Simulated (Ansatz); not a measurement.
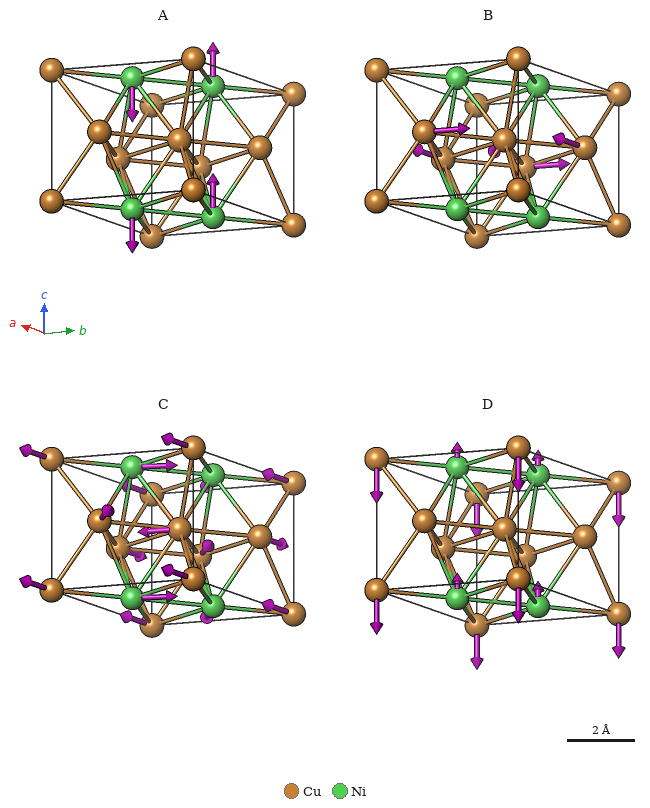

Modes of solid Cu2Ni (a generated structure), space group P-62m (No. 189), at the zone centre (one member of each degenerate set). Displacements are drawn as purple arrows; their common scale and sign are arbitrary. The picture is a ball-and-stick view of the cell of the calculation, seen from a free direction.

Level of theory: DFT PBE, scalar-relativistic, plane waves, PAW in Ansatz.

The frequencies depend somewhat on the k-mesh and the smearing.

Q: Which are infrared-active and which Raman-active?

A: A is A₁″, silent by symmetry (neither infrared- nor Raman-active) (194 cm⁻¹). B is A₁′, Raman-active by symmetry (201 cm⁻¹). C is E′, infrared- and Raman-active by symmetry (238 cm⁻¹). D is A₂″, infrared-active by symmetry (183 cm⁻¹). In a metal the free carriers screen the infrared response.
